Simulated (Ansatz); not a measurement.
## Geometry relaxation, with input and output: ZrSe₂ (part 2 of 3)

The same run, continued: ZrSe₂ (3 atoms in the cell); DFT, PBE, PAW with Ansatz's default frozen-core files, scalar-relativistic, no spin polarisation (Ansatz 0.2.0); cutoff 420 eV, 11×11×6 k-mesh, Fermi–Dirac smearing of 0.08 eV. The structure was built on a prototype by a generator; it need not be a known phase. It belongs to a series of runs on one base structure; here: cell and atoms relaxed from a first guess.

Geometry of the input (Å; fractional positions):
```
3.8045  0.0000  0.0000
-1.9023  3.2948  0.0000
0.0000  0.0000  6.0872
Zr 0.0000  0.0000  0.0000
Se 0.3333  0.6667  0.2500
Se 0.6667  0.3333  0.7500
```

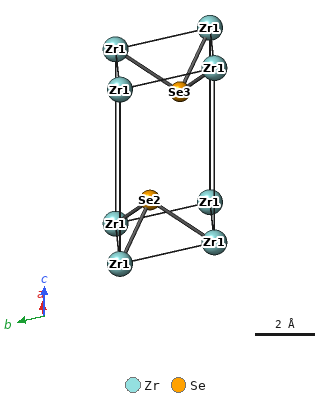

**Figure 1.** The geometry at step 4 of the log (ball-and-stick view of the cell of the calculation, seen at an oblique angle; atoms are numbered from 1 in the order of the input).

**Output, continued**
```
SCF iter   1: F=—  HF=-15126.073298 eV  |F-HF|=—  |Δ(HF+E_count)|=         —  Δρ=6.23e-4  dr2=6.11e-4  ethr=1.42e-6  ⟨swp⟩=2.6  Hψ=11268  notcnv=0
preconditioner: auto → Resta (q_TF=auto, 2.446 Å⁻¹)  ε∞=5.3  [insulator: Δε(μ)=0.420 eV  Ē_g=7.765 eV  σ=0.080 eV  W_gap=0.85  n_scr=22 (ndim 8)  ℏωp=16.1 eV  f_vac=0.160  D(μ)=0.07/eV (n_scr^D=0)  ε∞_Penn≈5.3]
SCF iter   2: F=—  HF=-15126.073181 eV  |F-HF|=—  |Δ(HF+E_count)|=   1.18e-4  Δρ=2.97e-4  dr2=7.65e-5  ethr=1.39e-6  ⟨swp⟩=2.0  Hψ=2761  notcnv=0
SCF iter   3: F=—  HF=-15126.073208 eV  |F-HF|=—  |Δ(HF+E_count)|=   2.78e-5  Δρ=8.20e-5  dr2=9.78e-6  ethr=1.74e-7  ⟨swp⟩=2.0  Hψ=4029  notcnv=0
SCF iter   4: F=—  HF=-15126.073209 eV  |F-HF|=—  |Δ(HF+E_count)|=   9.97e-7  Δρ=3.85e-5  dr2=2.26e-6  ethr=2.22e-8  ⟨swp⟩=2.0  Hψ=2802  notcnv=0
SCF iter   5: F=—  HF=-15126.073211 eV  |F-HF|=—  |Δ(HF+E_count)|=   1.39e-6  Δρ=9.47e-6  dr2=2.36e-7  ethr=5.13e-9  ⟨swp⟩=2.0  Hψ=2940  notcnv=0
SCF iter   6: F=—  HF=-15126.073211 eV  |F-HF|=—  |Δ(HF+E_count)|=   1.36e-7  Δρ=5.49e-6  dr2=3.99e-8  ethr=5.36e-10  ⟨swp⟩=2.0  Hψ=4032  notcnv=0
SCF iter   7: F=—  HF=-15126.073211 eV  |F-HF|=—  |Δ(HF+E_count)|=   6.43e-8  Δρ=1.54e-6  dr2=1.96e-9  ethr=9.07e-11  ⟨swp⟩=2.0  Hψ=4037  notcnv=0
SCF iter   8: F=—  HF=-15126.073211 eV  |F-HF|=—  |Δ(HF+E_count)|=   6.83e-9  Δρ=3.45e-7  dr2=1.50e-10  ethr=4.46e-12  ⟨swp⟩=2.1  Hψ=3004  notcnv=0
SCF iter   9: F=-15126.073211 eV  HF=-15126.073211 eV  |F-HF|=4.37e-11  |Δ(HF+E_count)|=  5.57e-10  Δρ=9.81e-8  dr2=1.08e-11  ethr=1.00e-12  ⟨swp⟩=7.0  Hψ=12220  notcnv=0
SCF 8 converged in 9 iterations: F = -15126.073211 eV  dr2 = 1.08e-11
relax step   8: F+E_penalty+E_count = -15126.07321099 eV  Δ(F+E_penalty+E_count) = -1.673e-5 eV  max|allowed force component| = 6.433e-4 eV/Å  Δτ_max = 0.0066 Å  P = +0.007 GPa  Ω = 84.821 Å³  energy of the carried Pulay correction = -8.411e-4 eV  (9 SCF iters, accepted)
Basis set: ecut = 420 eV, 1643 PW (Γ), exchange–correlation on 54×54×96 points (8 copies of the dense FFT grid, shifted against one another)
Initial wavefunctions: pseudopotential atomic-orbital guess (no wavefunctions were taken with the density)
iter 1 solved again at ethr=9.10e-8 eV; its pass at ethr=3.10e-3 eV (dr2=4.01e-5 eV) is discarded
SCF iter   1: F=—  HF=-15126.060122 eV  |F-HF|=—  |Δ(HF+E_count)|=         —  Δρ=9.91e-4  dr2=2.56e-5  ethr=9.10e-8  ⟨swp⟩=3.2  Hψ=14990  notcnv=0
preconditioner: auto → Resta (q_TF=auto, 2.446 Å⁻¹)  ε∞=5.3  [insulator: Δε(μ)=0.418 eV  Ē_g=7.762 eV  σ=0.080 eV  W_gap=0.85  n_scr=22 (ndim 8)  ℏωp=16.1 eV  f_vac=0.160  D(μ)=0.07/eV (n_scr^D=0)  ε∞_Penn≈5.3]
SCF iter   2: F=—  HF=-15126.070415 eV  |F-HF|=—  |Δ(HF+E_count)|=   1.03e-2  Δρ=5.01e-4  dr2=5.45e-6  ethr=5.82e-8  ⟨swp⟩=2.5  Hψ=3023  notcnv=0
SCF iter   3: F=—  HF=-15126.074627 eV  |F-HF|=—  |Δ(HF+E_count)|=   4.21e-3  Δρ=7.55e-5  dr2=4.70e-7  ethr=1.24e-8  ⟨swp⟩=2.2  Hψ=2988  notcnv=0
SCF iter   4: F=—  HF=-15126.074718 eV  |F-HF|=—  |Δ(HF+E_count)|=   9.16e-5  Δρ=9.83e-6  dr2=7.97e-8  ethr=1.07e-9  ⟨swp⟩=2.0  Hψ=2952  notcnv=0
SCF iter   5: F=—  HF=-15126.074719 eV  |F-HF|=—  |Δ(HF+E_count)|=   1.23e-6  Δρ=3.08e-6  dr2=1.60e-8  ethr=1.81e-10  ⟨swp⟩=2.0  Hψ=4030  notcnv=0
SCF iter   6: F=—  HF=-15126.074719 eV  |F-HF|=—  |Δ(HF+E_count)|=   6.97e-8  Δρ=1.14e-6  dr2=4.89e-9  ethr=3.63e-11  ⟨swp⟩=2.0  Hψ=4030  notcnv=0
SCF iter   7: F=—  HF=-15126.074719 eV  |F-HF|=—  |Δ(HF+E_count)|=   5.11e-9  Δρ=3.18e-7  dr2=1.30e-10  ethr=1.11e-11  ⟨swp⟩=2.0  Hψ=2871  notcnv=0
SCF iter   8: F=-15126.074719 eV  HF=-15126.074719 eV  |F-HF|=1.09e-11  |Δ(HF+E_count)|=  6.35e-10  Δρ=7.75e-8  dr2=8.79e-12  ethr=1.00e-12  ⟨swp⟩=6.0  Hψ=10144  notcnv=0
SCF 9 converged in 8 iterations: F = -15126.074719 eV  dr2 = 8.79e-12
relax step   9: F+E_penalty+E_count = -15126.07471945 eV  Δ(F+E_penalty+E_count) = -1.508e-3 eV  max|allowed force component| = 1.425e-3 eV/Å  Δτ_max = 0.0000 Å  P = +0.023 GPa  Ω = 84.821 Å³  stress off target by 4.73e-2 GPa  SCF on the basis re-selected at this cell (its energy is not comparable with the rows above)  (8 SCF iters)
```

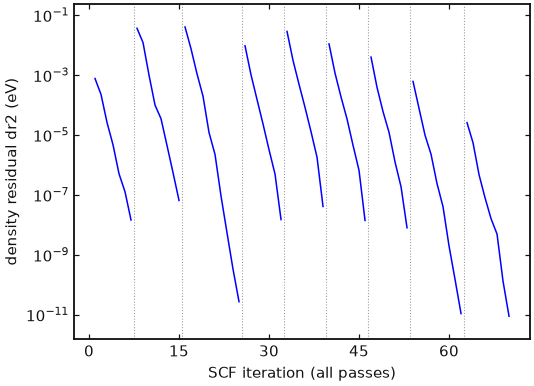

**Figure 2.** Convergence of the self-consistent field: density residual dr2 against the SCF iteration. The dotted lines part the SCF passes of the relaxation: geometry steps, rejected trials and re-solves on a re-selected basis. The 9 passes take 7 to 10 iterations each, 70 in all.

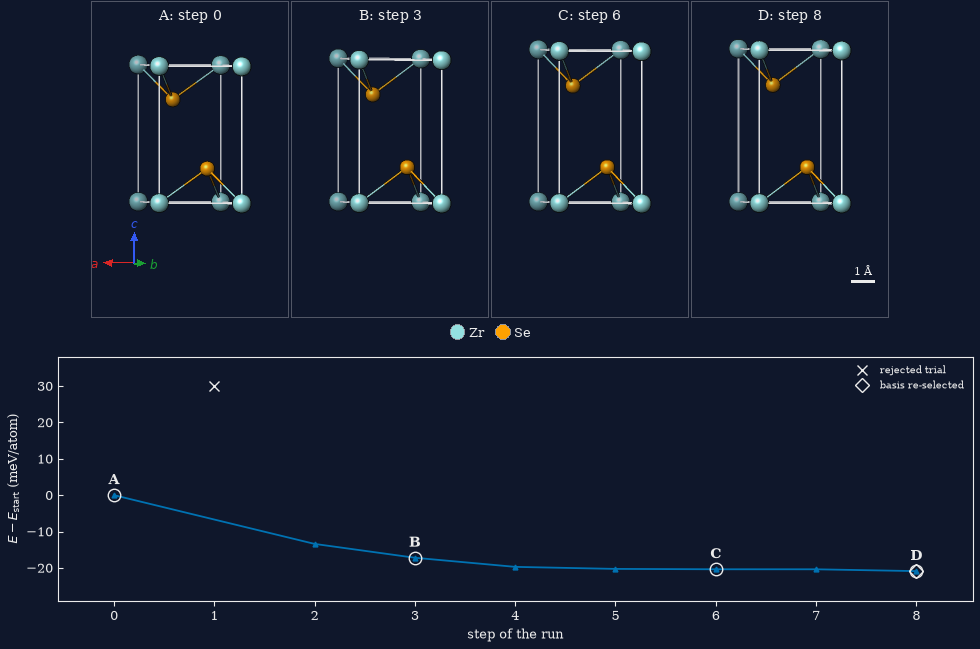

**Figure 3.** Frames of the relaxation (ball-and-stick view of the cell of the calculation, seen at an oblique angle) above the curves, on which the letters mark them (the first geometry is step 0 here and step 1 in the log).

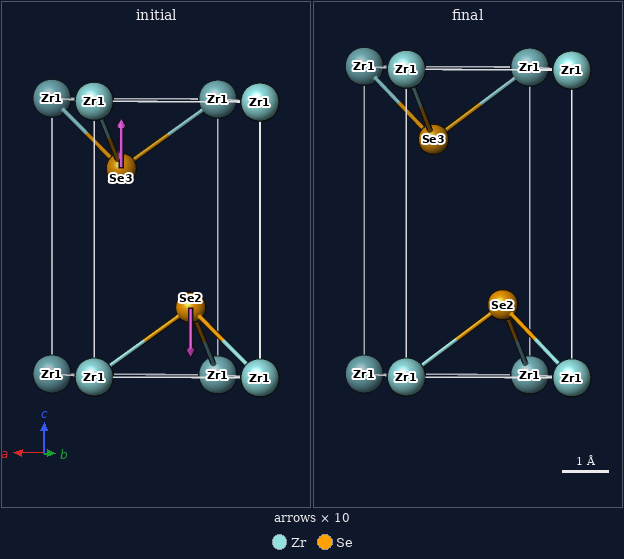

**Figure 4.** Before (left) and after (right) the relaxation, at one scale (ball-and-stick view of the cell of the calculation, seen at an oblique angle). The pink arrows give the displacements (without the part carried along by the change of the cell), magnified 10 times. The energy falls by 20.4 meV per atom in 7 geometry steps. The largest force component goes from 0.5 to 0.0014 eV/Å. The pressure goes from 2.96 to 0.02 GPa. The line search rejected the trial step at point 1 (counted from 0) and went back. The largest moves relative to the cell, 0.11 Å, are those of Se2 and Se3. Zr stays in place. Cell: a = b 3.805 → 3.797 Å (−0.2 %), c 6.087 → 6.793 Å (+11.6 %). Volume +11.2 %. Among the contacts that change: Zr1–Se2 2.672 → 2.705 Å. The space group stays P-3m1 (No. 164). A last SCF at the same geometry on a re-selected plane-wave basis shifts the energy by −0.5 meV per atom. (Atoms are counted from 1 in the order of the input.)

```
basis re-selected at this cell: Δ(F+E_penalty+E_count) = -1.508e-3 eV, ΔP = +0.017 GPa vs the last step (what re-selecting the basis moved, of the pressure what is left beyond the Pulay correction that the steps carried, after the strain that the cell walked since its last selection, with what the two solves' SCF thresholds leave and, on support functions, any second-order correction that the steps lacked; it is no measure of the basis error at this ecutwfc). The dense FFT grid was sized anew with the basis: this SCF ran on 27×27×48 points, the steps before it on 27×27×45, so part of this shift can come from that change (see relax.cell in the input reference). This SCF's stress stands 4.73e-2 GPa from its target on what of the cell is left free (relax.cell.stress_tol is 5.00e-2 GPa) and its largest allowed force component is 1.42e-3 eV/Å (relax.f_tol is 5.00e-3 eV/Å): within both
SCF converged after 8 iterations
Free energy (F): -15126.074719 eV
Harris-Foulkes:  -15126.074719 eV  (|F-HF|=1.09e-11)
Internal energy: -15126.072632 eV  (E = F + TS)
E sigma→0 (E₀):  -15126.073676 eV
Entropy (-TS):   -0.002087 eV (-0.696 meV/atom)
Fermi energy:    7.573721 eV
--- Per-component energies (eV) ---
  E_band       = -951.841823
  E_kinetic    = 569.082790
  E_local      = -6459.062038  (includes V_loc(G=0)·N_el)
  E_nonlocal   = -1114.057278
  E_hartree    = 3040.296443
  E_xc         = -370.698496
  E_vxc        = -387.962747  (∫ρ·V_xc dr)
  E_paw        = -6775.315178  (= ΣΔE_a)
  E_vpaw       = 359.565864  (= ΣTr[D̂ρ^β])
  E_aug_tail   = -0.001168  (compensation charges beyond the density's cutoff)
  E_ewald      = -4016.317707
  E_smearing   = -0.002087  (= −TS)
  E_closure    = -0.000000  (closes the sum)
  Σ components = -15126.074719   (vs F -15126.074719, Δ=0.00e0)
--- Forces (eV/Å), atoms counted from 1 ---
  atom   1  Zr    -0.00000000    -0.00000000     0.00000000
  atom   2  Se     0.00000000     0.00000000    -0.00142451
  atom   3  Se    -0.00000000    -0.00000000     0.00142451
  max |Σ_I F_I| component: 4.63e-18 eV/Å
--- Stress (GPa, compression-positive) ---
        0.011439      -0.000000       0.000000
       -0.000000       0.011439      -0.000000
        0.000000      -0.000000       0.047306
  P = ⅓ Tr σ = 0.0234 GPa (0.234 kbar)
--- Band table (eV; the first three rows and the last of 84) ---
  k-point 0: bands = ["-42.0677", "-39.4149", "-39.4149", "-39.4148", "-39.4148", "-39.4086", "-39.4086", "-39.4083", "-39.4083", "-39.4081", "-39.4079", "-20.1004", "-19.9971", "-19.9971", "-5.5816", "-4.5950", "3.0713", "4.8940", "4.8940", "6.9475", "7.4010", "7.4010", "8.5164", "8.5164", "8.9325", "11.7788", "11.7788"]
  k-point 1: bands = ["-42.0677", "-39.4149", "-39.4149", "-39.4148", "-39.4148", "-39.4086", "-39.4086", "-39.4083", "-39.4083", "-39.4080", "-39.4079", "-20.1004", "-19.9971", "-19.9971", "-5.5598", "-4.6276", "3.1894", "4.8978", "4.8978", "6.6099", "7.3867", "7.3867", "8.5142", "8.5142", "9.0688", "11.8157", "11.8157"]
  k-point 2: bands = ["-42.0677", "-39.4149", "-39.4149", "-39.4148", "-39.4148", "-39.4086", "-39.4086", "-39.4083", "-39.4083", "-39.4080", "-39.4079", "-20.1005", "-19.9971", "-19.9971", "-5.5113", "-4.6973", "3.4741", "4.9053", "4.9053", "5.9966", "7.3582", "7.3582", "8.5100", "8.5100", "9.2326", "11.8910", "11.8910"]
  k-point 83: bands = ["-42.0568", "-39.4149", "-39.4148", "-39.4147", "-39.4121", "-39.4084", "-39.4083", "-39.4083", "-39.4081", "-39.4076", "-39.4075", "-20.1352", "-20.0998", "-20.0529", "-4.5513", "-4.4655", "3.6673", "3.9392", "4.3635", "5.1592", "5.2903", "5.5682", "9.1016", "9.7049", "9.8073", "11.7652", "12.3538"]
--- Relaxed structure (8 steps of the walk, 7 accepted, 1 SCFs on fresh bases) ---
  F+E_penalty+E_count = -15126.07471945 eV   max|allowed force component| = 1.425e-3 eV/Å   (the final SCF, on the basis selected at the relaxed cell)
  cell:  # Å, volume = 84.8206 Å³
    - [3.7971888719293587, -2.8811947349959904e-11, 8.023934336688748e-18]
    - [-1.8985944359397275, 3.288462026072806, 2.192179628364301e-17]
    - [1.2838294939005396e-17, 4.791316899201416e-17, 6.792759147542717]
  atoms:
    - { symbol: Zr, position: [-6.119162486578012e-35, -2.5421204602711963e-34, -1.8998531771555743e-19] }
    - { symbol: Se, position: [0.33333333333333337, 0.6666666666666667, 0.23319095927999114] }
    - { symbol: Se, position: [0.6666666666666666, 0.3333333333333333, 0.7668090407200092] }
```

**File rho_z.tsv**
```
# z_ang	rho[e/angstrom^3]
# format = ansatz-planar-average/11
# lattice	3.797188872	-0.000000000	0.000000000
# lattice	-1.898594436	3.288462026	0.000000000
# lattice	0.000000000	0.000000000	6.792759148
# sites	3
# site	40	0.000000000	-0.000000000	-0.000000000
# site	34	0.000000000	2.192308017	1.584010022
# site	34	1.898594436	1.096154009	5.208749126
0.000000	7.009560e-1
0.141516	6.931539e-1
0.283032	6.581774e-1
0.424547	5.822531e-1
0.566063	4.834236e-1
0.707579	3.998717e-1
0.849095	3.650655e-1
0.990611	4.078336e-1
1.132127	5.683710e-1
1.273642	8.930864e-1
1.415158	1.322436e0
1.556674	1.586634e0
1.698190	1.444445e0
1.839706	1.016919e0
1.981221	6.097879e-1
2.122737	3.584888e-1
2.264253	2.274826e-1
2.405769	1.564776e-1
2.547285	1.098375e-1
2.688800	7.524566e-2
2.830316	5.115012e-2
2.971832	3.512174e-2
3.113348	2.518805e-2
3.254864	1.981893e-2
3.396380	1.812369e-2
3.537895	1.981893e-2
3.679411	2.518805e-2
3.820927	3.512174e-2
3.962443	5.115012e-2
4.103959	7.524566e-2
4.245474	1.098375e-1
4.386990	1.564776e-1
4.528506	2.274826e-1
4.670022	3.584888e-1
4.811538	6.097879e-1
4.953054	1.016919e0
5.094569	1.444445e0
5.236085	1.586634e0
5.377601	1.322436e0
5.519117	8.930864e-1
5.660633	5.683710e-1
5.802148	4.078336e-1
5.943664	3.650655e-1
6.085180	3.998717e-1
6.226696	4.834236e-1
6.368212	5.822531e-1
6.509728	6.581774e-1
6.651243	6.931539e-1
```

**File v_z.tsv**
```
# z_ang	v_es[eV]	v_tot[eV]
# format = ansatz-planar-average/11
# xc	pbe
# density_cutoff_ev	1680
# datasets	Zr=:simpson_from_first_knot:soft	Se=:simpson_from_first_knot:soft
# lattice	3.797188872	-0.000000000	0.000000000
# lattice	-1.898594436	3.288462026	0.000000000
# lattice	0.000000000	0.000000000	6.792759148
# sites	3
# site	40	0.000000000	-0.000000000	-0.000000000
# site	34	0.000000000	2.192308017	1.584010022
# site	34	1.898594436	1.096154009	5.208749126
0.000000	-5.243942e0	-1.683452e1
0.141516	-4.800150e0	-1.637032e1
0.283032	-3.558415e0	-1.504491e1
0.424547	-1.761060e0	-1.308543e1
0.566063	1.740792e-1	-1.092216e1
0.707579	1.638657e0	-9.223738e0
0.849095	2.437683e0	-8.241971e0
0.990611	2.944959e0	-7.668899e0
1.132127	3.469476e0	-7.243967e0
1.273642	3.998371e0	-6.907036e0
1.415158	4.468153e0	-6.579541e0
1.556674	4.876744e0	-6.141177e0
1.698190	5.249110e0	-5.526874e0
1.839706	5.633795e0	-4.695475e0
1.981221	6.099129e0	-3.622532e0
2.122737	6.770257e0	-2.255057e0
2.264253	7.826225e0	-4.732760e-1
2.405769	9.255649e0	1.718548e0
2.547285	1.061593e1	3.865816e0
2.688800	1.149788e1	5.503538e0
2.830316	1.201505e1	6.687348e0
2.971832	1.234441e1	7.596317e0
3.113348	1.254235e1	8.302413e0
3.254864	1.264940e1	8.730454e0
3.396380	1.268204e1	8.855098e0
3.537895	1.264940e1	8.730454e0
3.679411	1.254235e1	8.302413e0
3.820927	1.234441e1	7.596317e0
3.962443	1.201505e1	6.687348e0
4.103959	1.149788e1	5.503538e0
4.245474	1.061593e1	3.865816e0
4.386990	9.255649e0	1.718548e0
4.528506	7.826225e0	-4.732760e-1
4.670022	6.770257e0	-2.255057e0
4.811538	6.099129e0	-3.622532e0
4.953054	5.633795e0	-4.695475e0
5.094569	5.249110e0	-5.526874e0
5.236085	4.876744e0	-6.141177e0
5.377601	4.468153e0	-6.579541e0
5.519117	3.998371e0	-6.907036e0
5.660633	3.469476e0	-7.243967e0
5.802148	2.944959e0	-7.668899e0
5.943664	2.437683e0	-8.241971e0
6.085180	1.638657e0	-9.223738e0
6.226696	1.740792e-1	-1.092216e1
6.368212	-1.761060e0	-1.308543e1
6.509728	-3.558415e0	-1.504491e1
6.651243	-4.800150e0	-1.637032e1
```

**Trajectory as extended XYZ (Å, eV, eV/Å), 9 frames, from step=1 to step=9**
```
3
Lattice="3.8045 0.0000 0.0000 -1.9023 3.2948 0.0000 0.0000 0.0000 6.0872" Properties=species:S:1:pos:R:3:forces:R:3 step=1 energy=-15126.01207 pressure_GPa=2.96
Zr    0.0000    0.0000    0.0000    0.0000   0.0000   0.0000
Se    0.0000    2.1965    1.5218    0.0000   0.0000   0.5025
Se    1.9023    1.0983    4.5654    0.0000   0.0000  -0.5025
3
Lattice="3.7775 0.0000 0.0000 -1.8887 3.2714 0.0000 0.0000 0.0000 6.3543" Properties=species:S:1:pos:R:3:forces:R:3 step=2 energy=-15125.92209 pressure_GPa=-3.95 accepted=F
Zr    0.0000    0.0000    0.0000    0.0000   0.0000   0.0000
Se    0.0000    2.1809    1.7091    0.0000   0.0000  -1.1289
Se    1.8887    1.0905    4.6451    0.0000   0.0000   1.1289
3
Lattice="3.8116 0.0000 0.0000 -1.9058 3.3010 0.0000 0.0000 0.0000 6.2172" Properties=species:S:1:pos:R:3:forces:R:3 step=3 energy=-15126.05228 pressure_GPa=0.36
Zr    0.0000    0.0000    0.0000    0.0000   0.0000   0.0000
Se    0.0000    2.2006    1.5692    0.0000   0.0000   0.0175
Se    1.9058    1.1003    4.6480    0.0000   0.0000  -0.0175
3
Lattice="3.8030 0.0000 0.0000 -1.9015 3.2935 0.0000 0.0000 0.0000 6.3654" Properties=species:S:1:pos:R:3:forces:R:3 step=4 energy=-15126.06371 pressure_GPa=0.11
Zr    0.0000    0.0000    0.0000    0.0000   0.0000   0.0000
Se    0.0000    2.1957    1.5804    0.0000   0.0000  -0.0255
Se    1.9015    1.0978    4.7850    0.0000   0.0000   0.0255
3
Lattice="3.7984 0.0000 0.0000 -1.8992 3.2895 0.0000 0.0000 0.0000 6.5683" Properties=species:S:1:pos:R:3:forces:R:3 step=5 energy=-15126.07121 pressure_GPa=0.14
Zr    0.0000    0.0000    0.0000    0.0000   0.0000   0.0000
Se    0.0000    2.1930    1.5815    0.0000   0.0000   0.0075
Se    1.8992    1.0965    4.9868    0.0000   0.0000  -0.0075
3
Lattice="3.7969 0.0000 0.0000 -1.8985 3.2883 0.0000 0.0000 0.0000 6.6923" Properties=species:S:1:pos:R:3:forces:R:3 step=6 energy=-15126.07290 pressure_GPa=0.10
Zr    0.0000    0.0000    0.0000    0.0000   0.0000   0.0000
Se    0.0000    2.1922    1.5828    0.0000   0.0000   0.0090
Se    1.8985    1.0961    5.1095    0.0000   0.0000  -0.0090
3
Lattice="3.7983 0.0000 0.0000 -1.8992 3.2895 0.0000 0.0000 0.0000 6.7589" Properties=species:S:1:pos:R:3:forces:R:3 step=7 energy=-15126.07319 pressure_GPa=-0.00
Zr    0.0000    0.0000    0.0000    0.0000   0.0000   0.0000
Se    0.0000    2.1930    1.5834    0.0000   0.0000  -0.0011
Se    1.8992    1.0965    5.1755    0.0000   0.0000   0.0011
3
Lattice="3.7972 0.0000 0.0000 -1.8986 3.2885 0.0000 0.0000 0.0000 6.7928" Properties=species:S:1:pos:R:3:forces:R:3 step=8 energy=-15126.07321 pressure_GPa=0.01
Zr    0.0000    0.0000    0.0000    0.0000   0.0000   0.0000
Se    0.0000    2.1923    1.5840    0.0000   0.0000  -0.0006
Se    1.8986    1.0962    5.2087    0.0000   0.0000   0.0006
3
Lattice="3.7972 0.0000 0.0000 -1.8986 3.2885 0.0000 0.0000 0.0000 6.7928" Properties=species:S:1:pos:R:3:forces:R:3 step=9 energy=-15126.07472 pressure_GPa=0.02
Zr    0.0000    0.0000    0.0000    0.0000   0.0000   0.0000
Se    0.0000    2.1923    1.5840    0.0000   0.0000  -0.0014
Se    1.8986    1.0962    5.2087    0.0000   0.0000   0.0014
```
